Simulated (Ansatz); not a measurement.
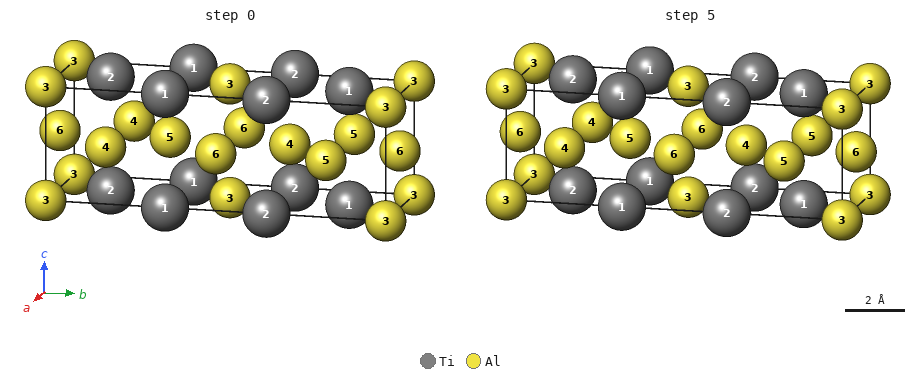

The structure of crystalline TiAl2 (set up in Cmmm) before (left) and after (right) a relaxation, at one scale.

The picture is a spheres-only view of the conventional cell (2 times the calculation's cell), seen slightly off an axis. Lengths and directions refer to the drawn axes.

Case: relaxed functional: LDA.

All numbers below come from DFT LDA, scalar-relativistic, plane waves, PAW (Ansatz). (plane-wave cutoff 420 eV; k-point mesh 10 × 10 × 10; occupations gaussian; smearing width 0.1 eV; no spin polarisation; cell and atoms relaxed; force threshold 0.01 eV/Å; at most 60 steps)

Q: Summarise the run.

A: Over 3 accepted moves (5 points after the start) the energy falls by 32.4 meV per atom. Largest force component: 0.77 eV/Å at the start, 0.0026 eV/Å at the end. The pressure goes from −5.87 to −0.04 GPa. The line search rejected the trial step at point 1 of the run. The SCF was repeated once at an unchanged geometry on a basis and grid sized afresh for the cell, which shifted the energy by 0.3 meV per atom at most. The largest moves relative to the cell, 0.084 Å, are those of Ti1 and Ti2. Ti2 goes along +b. By element the largest moves are Ti 0.084 Å, Al 0.036 Å. The drawn cell changes as follows: a 3.959 → 3.864 Å (−2.4 %), b 12.094 → 11.947 Å (−1.2 %), c 4.032 → 3.932 Å (−2.5 %); the volume changes by −6.0 %. Near-neighbour distances that change, for instance: Ti1–Ti2 3.144 → 2.962 Å, Ti1–Al4 2.923 → 2.835 Å, Ti1–Al5 2.844 → 2.764 Å, Al3–Al4 2.932 → 2.853 Å. The space group stays Cmmm (No. 65).
